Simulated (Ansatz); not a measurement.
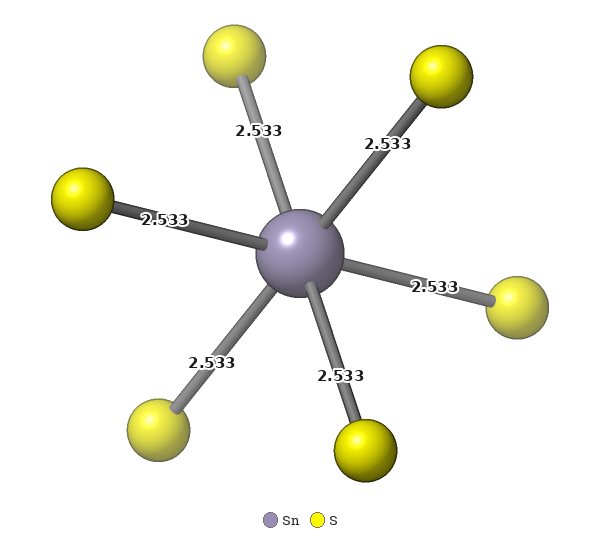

The surroundings of site Sn1 (at 0.000, 0.000, 0.000) in SnS₂ (P-3m1, No. 164), with bond lengths in Å.

Source of the atomic positions: a calculation's input that goes back to an entry of the Crystallography Open Database (an earlier step may have relaxed or displaced it).

```yaml
crystal:
  lattice:
    - [3.59830, 0.00000, 0.00000]
    - [-1.79915, 3.11622, 0.00000]
    - [0.00000, 0.00000, 5.49400]
  atoms:
    - { symbol: Sn, position: [0.00000, 0.00000, 0.00000] }
    - { symbol: S, position: [0.66667, 0.33333, 0.26390] }
    - { symbol: S, position: [0.33333, 0.66667, 0.73610] }
```

Bond valence s = exp((R0 − d)/b), R0 fitted to published crystal structures with b = 0.37 Å, summed over all anions within 5 Å; R0 in Å: Sn2+–S 2.433; Sn4+–S 2.390.

### Which oxidation state of Sn do these bonds support?

With the Sn2+ parameters the computed sum is 6 × 0.763 = 4.58. With the Sn4+ parameters the computed sum is 6 × 0.679 = 4.08. The sum matches its own assumption best for Sn4+, which also balances the formula's charge.

### And over the whole structure?

```tsv
site	x, y, z	formal valence	bond-valence sum	difference
Sn1	0.000, 0.000, 0.000	+4	4.12	0.12
S1	0.667, 0.333, 0.264	−2	2.06	0.06
```

These sums include all anions within 5 Å. The global instability index (root mean square of the differences over all atoms) is 0.08 v.u.: little strain. The cell was not relaxed for this table, and a volume that is off by a few per cent shifts all sums together.
